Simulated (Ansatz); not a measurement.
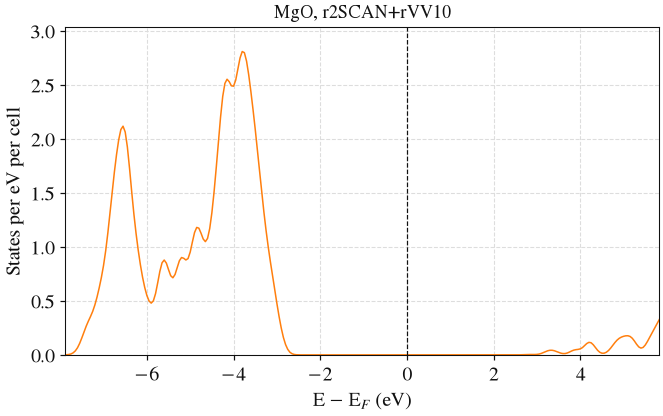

Density of states. Energies are counted from the Fermi level. The curve is built from the levels of the k mesh with Gaussians 0.3 eV wide, which also blur the band edges.

System: MgO, space group Fm-3m (No. 225), 2 atoms in the cell.

```xyz
2
Lattice="0.0000 2.0976 2.0976 2.0976 0.0000 2.0976 2.0976 2.0976 0.0000" Properties=species:S:1:pos:R:3 pbc="T T T"
Mg    0.0000    0.0000    0.0000
O     2.0976    2.0976    2.0976
```

Ansatz; DFT, r2SCAN+rVV10, plane waves, PAW, no spin polarisation, 12×12×12 k mesh, 500 eV cutoff.

Q: Metal or insulator, going by the density of states?

A: There is a gap; over the k points computed it is 5.71 eV (direct among those points).

Q: Where is the tallest peak of the filled states in the window?

A: Within the window shown, the tallest peak of the filled states lies 0.9 eV under the valence-band top, at about 2.8 states per eV and cell.
